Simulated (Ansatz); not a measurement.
## Co: one change and its effect

System: Co (P-3m1, 2 atoms in the cell).
Method of the first run: DFT, PBE, PAW with Ansatz's default frozen-core files, scalar-relativistic (Ansatz 0.2.0).

The structure derives from a Materials Project entry. Text and figures count atoms from 1; the logs count them from 0 in places.

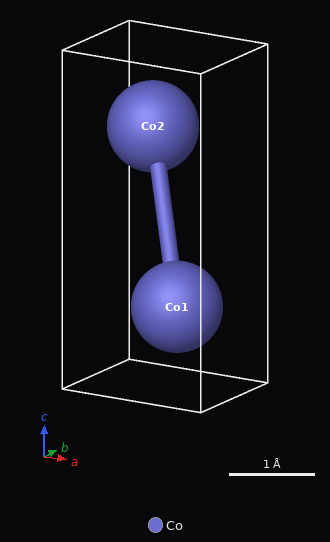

The structure (ball-and-stick view of the cell of the calculation, seen slightly off an axis; atoms are numbered from 1 in the order of the input). Near neighbours in the crystal (not all of them lie inside the picture): Co has 12 Co at 2.42 to 2.55 Å.

**The input, the first run**
```yaml
crystal:
  lattice:
    - [2.4873648738, 0.0, 0.0]
    - [-1.2436824369, 2.1541211692, 0.0]
    - [0.0, 0.0, 4.0632895034]
  atoms:
    - { symbol: Co, position: [0.6666666667, 0.3333333333, 0.259861], spin: 1.7, spin_axis: [0.0, 0.0, 1.0] }
    - { symbol: Co, position: [0.3333333333, 0.6666666667, 0.740139], spin: 1.7, spin_axis: [0.70710678, 0.0, 0.70710678] }
magnetization:
  noncollinear: true
  spin_locking: { lock_directions: true }
kpoints:
  mp_grid: { grid: [15, 15, 8] }
scf:
  occupations: { method: fermi_dirac, width: 0.08 }
  max_iter: 150
  lower_state_search: "off"
hamiltonian:
  xc: pbe
  pseudopotentials: { kind: paw }
output:
  eigenvalues: false
```

Launched with:
```bash
ansatz run input.yaml --threads 2 --pin off --max-ram 4096MiB --backend cpu --events-out ev --progress --plain --runs-dir out
```

Hardware: 2 threads of Arm Neoverse V1, 24 GiB of memory available, shared host.

**Output, shortened to warnings, some set-up lines, iterations and results (the first run)**
```
Basis set: ecut = 420 eV, 391 PW (Γ)
Symmetry: 12 space group operations + 12 with time reversal
k-points: 192 of 1800
Initial density: superposition of atomic densities (chi_scale 0.1, normalization cell)
[...]
SCF iter   1: F=-10252.049572 eV  HF=-10252.140298 eV  |F-HF|=9.07e-2  |Δ(HF+E_count)|=         —  Δρ=6.11e-2  dr2=2.89e-1  dr2_m=2.35e-1  ethr=8.45e-4  |M|=2.95e0 …
SCF iter   2: F=-10252.188522 eV  HF=-10252.146922 eV  |F-HF|=4.16e-2  |Δ(HF+E_count)|=   6.62e-3  Δρ=4.63e-2  dr2=1.18e-2  dr2_m=1.30e-1  ethr=8.45e-4  |M|=2.93e0 …
SCF iter   3: F=-10252.192388 eV  HF=-10252.196326 eV  |F-HF|=3.94e-3  |Δ(HF+E_count)|=   4.94e-2  Δρ=3.18e-2  dr2=3.86e-2  dr2_m=6.24e-2  ethr=3.46e-5  |M|=2.94e0 …
SCF iter   4: F=-10252.206819 eV  HF=-10252.234022 eV  |F-HF|=2.72e-2  |Δ(HF+E_count)|=   3.77e-2  Δρ=1.77e-2  dr2=3.67e-2  dr2_m=2.09e-2  ethr=3.46e-5  |M|=2.99e0 …
SCF iter   5: F=-10252.231655 eV  HF=-10252.231945 eV  |F-HF|=2.89e-4  |Δ(HF+E_count)|=   2.08e-3  Δρ=6.08e-3  dr2=1.47e-3  dr2_m=3.64e-3  ethr=3.46e-5  |M|=2.98e0 …
[... 9 lines ...]
SCF iter  15: F=-10252.219150 eV  HF=-10252.219146 eV  |F-HF|=3.84e-6  |Δ(HF+E_count)|=   7.47e-3  Δρ=2.94e-4  dr2=5.91e-7  dr2_m=6.75e-6  ethr=1.09e-7  |M|=2.96e0 …
SCF iter  16: F=-10252.219183 eV  HF=-10252.219180 eV  |F-HF|=2.96e-6  |Δ(HF+E_count)|=   3.39e-5  Δρ=3.12e-4  dr2=1.94e-7  dr2_m=6.35e-6  ethr=1.74e-9  |M|=2.96e0 …
SCF iter  17: F=-10252.219174 eV  HF=-10252.219175 eV  |F-HF|=4.66e-7  |Δ(HF+E_count)|=   5.25e-6  Δρ=1.01e-4  dr2=6.52e-7  dr2_m=6.88e-7  ethr=2.94e-10  |M|=2.96e0 …
SCF iter  18: F=-10252.219146 eV  HF=-10252.219146 eV  |F-HF|=1.95e-8  |Δ(HF+E_count)|=   2.87e-5  Δρ=1.70e-5  dr2=3.54e-8  dr2_m=2.54e-8  ethr=2.94e-10  |M|=2.96e0 …
SCF 1 converged in 18 iterations: F = -10252.219146 eV  dr2 = 3.54e-8
SCF converged after 18 iterations
Stability not checked: this state was not tested for a lower state beside it, because a magnetisation constraint still acts at the end of the SCF (magnetization_constraint; see scf.lower_state_search)
Magnetization: |M| = 2.9599 μB,  M = (+1.1327, +0.0000, +2.7346) μB
Absolute magnetization: 3.5210 μB (∫|m|, with the PAW one-centre terms)
  site 0: m = (+0.0040, -0.0000, +1.6743) μB, |m| = 1.6743 μB  (R = 1.00 Å)
  site 1: m = (+1.1811, -0.0000, +1.1867) μB, |m| = 1.6743 μB  (R = 1.00 Å)
--- Magnetisation constraints (ε_frz = 1.0e-4 eV) ---
  site  kind           target                            achieved (μB)             |Δ|max (μB)  g (eV/μB)                     λ_eff  esc  ok   flags
  0     per_site_axis  ê (+0.000, +0.000, +1.000) ≥0.00  (+0.004, +0.000, +1.674)  3.99e-3      (+1.2e-1, +1.3e-51, +0.0e0)   1.000  0    yes
  1     per_site_axis  ê (+0.707, +0.000, +0.707) ≥0.00  (+1.181, +0.000, +1.187)  2.82e-3      (-8.6e-2, -1.3e-51, +8.6e-2)  1.000  0    yes
Free energy (F): -10252.219146 eV
Harris-Foulkes:  -10252.219146 eV  (|F-HF|=1.95e-8)
Internal energy: -10252.176259 eV  (E = F + TS)
E sigma→0 (E₀):  -10252.197703 eV
Entropy (-TS):   -0.042887 eV (-21.443 meV/atom)
Fermi energy:    18.644554 eV
--- Per-component energies (eV) ---
  E_band       = -490.462357
  E_kinetic    = 907.231336
  E_local      = -5687.857303  (includes V_loc(G=0)·N_el)
  E_nonlocal   = 908.263773
  E_hartree    = 2384.589594
  E_xc         = -318.006462
  E_vxc        = -410.368099  (∫ρ·V_xc dr)
  E_paw        = -3030.237009  (= ΣΔE_a)
  E_vpaw       = -976.929760  (= ΣTr[D̂ρ^β])
  E_aug_tail   = 0.000157  (compensation charges beyond the density's cutoff)
  E_constr_dc  = 0.000969  (∫m·b dr)
  E_ewald      = -5416.160346
  E_smearing   = -0.042887  (= −TS)
  E_closure    = 0.000002  (closes the sum)
  E_penalty    = 0.000937  (constraint; not in F)
  Σ components = -10252.219146   (vs F -10252.219146, Δ=0.00e0)
settings of this run that can trade accuracy for cost: output.eigenvalues: false. Do not mix this run's numbers with those of runs without the same settings; the input reference describes each key
```

For the second run the input was changed thus:
```diff
-    - { symbol: Co, position: [0.3333333333, 0.6666666667, 0.740139], spin: 1.7, spin_axis: [0.70710678, 0.0, 0.70710678] }
+    - { symbol: Co, position: [0.3333333333, 0.6666666667, 0.740139], spin: 1.7, spin_axis: [0.70710678, 0.0, -0.70710678] }
```

What does this change do to the results?

The total moment is fixed by the input in the first run and the second run, so the state need not be the lowest. With the same functional and potentials, the second run lies 159.1 meV per atom higher. The net moment of the cell goes from 2.96 to 0.83 μB.

**Output, shortened to warnings, some set-up lines, iterations and results (the second run)**
```
Basis set: ecut = 420 eV, 391 PW (Γ)
Symmetry: 12 space group operations + 12 with time reversal
k-points: 192 of 1800
Initial density: superposition of atomic densities (chi_scale 0.1, normalization cell)
[...]
SCF iter   1: F=-10251.702964 eV  HF=-10251.891288 eV  |F-HF|=1.88e-1  |Δ(HF+E_count)|=         —  Δρ=5.52e-2  dr2=3.69e-1  dr2_m=1.55e-1  ethr=1.08e-3  |M|=1.21e0 …
SCF iter   2: F=-10251.872495 eV  HF=-10251.863571 eV  |F-HF|=8.92e-3  |Δ(HF+E_count)|=   2.77e-2  Δρ=3.03e-2  dr2=1.84e-2  dr2_m=5.90e-2  ethr=1.08e-3  |M|=1.09e0 …
SCF iter   3: F=-10251.891471 eV  HF=-10251.880849 eV  |F-HF|=1.06e-2  |Δ(HF+E_count)|=   1.73e-2  Δρ=2.47e-2  dr2=1.62e-2  dr2_m=3.84e-2  ethr=5.41e-5  |M|=1.07e0 …
SCF iter   4: F=-10251.896555 eV  HF=-10251.908576 eV  |F-HF|=1.20e-2  |Δ(HF+E_count)|=   2.77e-2  Δρ=1.66e-2  dr2=1.91e-2  dr2_m=1.95e-2  ethr=4.78e-5  |M|=1.08e0 …
SCF iter   5: F=-10251.912053 eV  HF=-10251.910679 eV  |F-HF|=1.37e-3  |Δ(HF+E_count)|=   2.10e-3  Δρ=1.47e-2  dr2=3.66e-4  dr2_m=1.44e-2  ethr=4.78e-5  |M|=9.46e-1 …
[... 17 lines ...]
SCF iter  23: F=-10251.900878 eV  HF=-10251.900878 eV  |F-HF|=1.69e-7  |Δ(HF+E_count)|=   2.03e-4  Δρ=3.91e-4  dr2=1.35e-6  dr2_m=9.37e-6  ethr=1.53e-9  |M|=8.33e-1 …
SCF iter  24: F=-10251.900922 eV  HF=-10251.900922 eV  |F-HF|=3.06e-8  |Δ(HF+E_count)|=   4.40e-5  Δρ=7.80e-5  dr2=6.45e-8  dr2_m=3.74e-7  ethr=2.94e-10  |M|=8.32e-1 …
SCF iter  25: F=-10251.900930 eV  HF=-10251.900930 eV  |F-HF|=9.15e-9  |Δ(HF+E_count)|=   8.36e-6  Δρ=2.76e-5  dr2=1.77e-8  dr2_m=5.43e-8  ethr=1.90e-10  |M|=8.32e-1 …
SCF iter  26: F=-10251.900933 eV  HF=-10251.900933 eV  |F-HF|=6.29e-9  |Δ(HF+E_count)|=   2.91e-6  Δρ=9.64e-6  dr2=1.56e-8  dr2_m=9.15e-9  ethr=5.21e-11  |M|=8.32e-1 …
SCF 1 converged in 26 iterations: F = -10251.900933 eV  dr2 = 1.56e-8
SCF converged after 26 iterations
Stability not checked: this state was not tested for a lower state beside it, because a magnetisation constraint still acts at the end of the SCF (magnetization_constraint; see scf.lower_state_search)
Magnetization: |M| = 0.8315 μB,  M = (+0.7682, -0.0000, +0.3182) μB
Absolute magnetization: 2.3660 μB (∫|m|, with the PAW one-centre terms)
  site 0: m = (-0.0043, -0.0000, +1.1424) μB, |m| = 1.1425 μB  (R = 1.00 Å)
  site 1: m = (+0.8048, -0.0000, -0.8109) μB, |m| = 1.1425 μB  (R = 1.00 Å)
--- Magnetisation constraints (ε_frz = 1.0e-4 eV) ---
  site  kind           target                            achieved (μB)             |Δ|max (μB)  g (eV/μB)                     λ_eff  esc  ok   flags
  0     per_site_axis  ê (+0.000, +0.000, +1.000) ≥0.00  (-0.004, +0.000, +1.142)  4.33e-3      (+8.2e-2, +1.5e-36, +0.0e0)   1.000  0    yes
  1     per_site_axis  ê (+0.707, +0.000, -0.707) ≥0.00  (+0.805, -0.000, -0.811)  3.06e-3      (+5.8e-2, -1.5e-36, +5.8e-2)  1.000  0    yes
Free energy (F): -10251.900933 eV
Harris-Foulkes:  -10251.900933 eV  (|F-HF|=6.29e-9)
Internal energy: -10251.801793 eV  (E = F + TS)
E sigma→0 (E₀):  -10251.851363 eV
Entropy (-TS):   -0.099140 eV (-49.570 meV/atom)
Fermi energy:    18.642183 eV
--- Per-component energies (eV) ---
  E_band       = -490.926018
  E_kinetic    = 907.487343
  E_local      = -5686.474597  (includes V_loc(G=0)·N_el)
  E_nonlocal   = 907.097175
  E_hartree    = 2383.449188
  E_xc         = -318.035936
  E_vxc        = -410.414890  (∫ρ·V_xc dr)
  E_paw        = -3029.164781  (= ΣΔE_a)
  E_vpaw       = -975.518346  (= ΣTr[D̂ρ^β])
  E_aug_tail   = 0.000156  (compensation charges beyond the density's cutoff)
  E_constr_dc  = -0.000714  (∫m·b dr)
  E_ewald      = -5416.160346
  E_smearing   = -0.099140  (= −TS)
  E_closure    = 0.000005  (closes the sum)
  E_penalty    = -0.000752  (constraint; not in F)
  Σ components = -10251.900933   (vs F -10251.900933, Δ=0.00e0)
settings of this run that can trade accuracy for cost: output.eigenvalues: false. Do not mix this run's numbers with those of runs without the same settings; the input reference describes each key
```

**The two runs side by side**

| quantity | the first run | the second run |
| --- | --- | --- |
| outcome | converged | converged |
| free energy per atom (eV) | −5126.1096 | −5125.9505 |
| energy per atom, smearing taken to zero (eV) | −5126.0989 | −5125.9257 |
| net moment of the cell (μB) | 2.96 | 0.83 |
| absolute moment of the cell (μB) | 3.52 | 2.37 |
| irreducible k-points | 192 | 192 |
| plane waves at Γ | 391 | 391 |
| wall time (shared host) | 48 s | 64 s |
